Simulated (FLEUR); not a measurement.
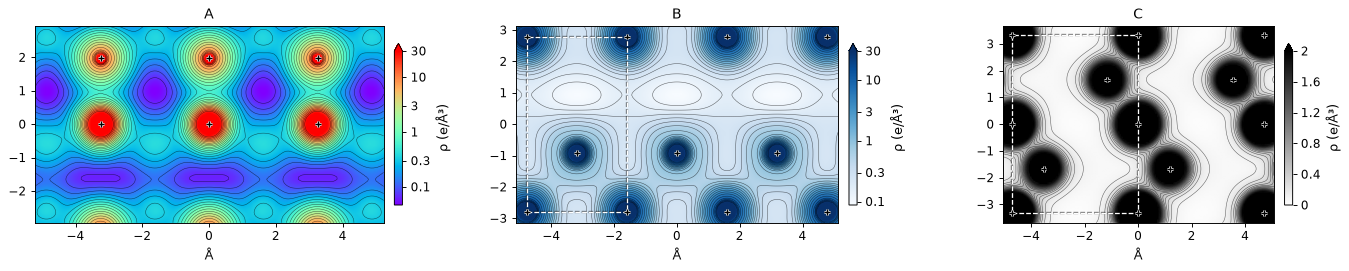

The total electron density of 3 systems, each on a plane through atoms (crosses mark nuclei in the plane).

These are results of Kohn-Sham DFT of a periodic cell, PBEsol, all-electron (FLEUR MaX-R8.1 (later development tree)), not measurements.

System 1: MoP, the (110) plane of the conventional cell. Space group P-6m2.

```
CELL_PARAMETERS angstrom
3.22300 0.00000 0.00000
-1.61150 2.79120 0.00000
0.00000 0.00000 3.19100
ATOMIC_POSITIONS crystal
Mo 0.00000 0.00000 0.00000
P 0.33333 0.66667 0.50000
```

System 2: Ag2O, the (101) plane of the conventional cell. Space group Pn-3m.

```
Ag O
1.0
     4.71800    0.00000    0.00000
     0.00000    4.71800    0.00000
     0.00000    0.00000    4.71800
Ag O
4 2
Direct
  0.75000 0.25000 0.75000
  0.75000 0.75000 0.25000
  0.25000 0.75000 0.75000
  0.25000 0.25000 0.25000
  0.50000 0.50000 0.50000
  0.00000 0.00000 0.00000
```

System 3: ZnO, the (100) plane of the conventional cell. Space group P6₃mc.

```
CELL_PARAMETERS angstrom
3.24931 0.00000 0.00000
-1.62465 2.81398 0.00000
0.00000 0.00000 5.20571
ATOMIC_POSITIONS crystal
Zn 0.66667 0.33333 0.00000
Zn 0.33333 0.66667 0.50000
O 0.33333 0.66667 0.87901
O 0.66667 0.33333 0.37901
```

**Match each panel to its system.**

Panel A is system 3, ZnO: the plane holds Zn and O. Zn–O (1.97 Å): ρ is about 0.61 e/Å³ halfway. Panel B is system 1, MoP: the plane holds Mo and P. Mo–P (2.45 Å): ρ is about 0.54 e/Å³ halfway. Panel C is system 2, Ag2O: the plane holds Ag and O. Ag–O (2.04 Å): ρ at the midpoint is about 0.71 e/Å³.
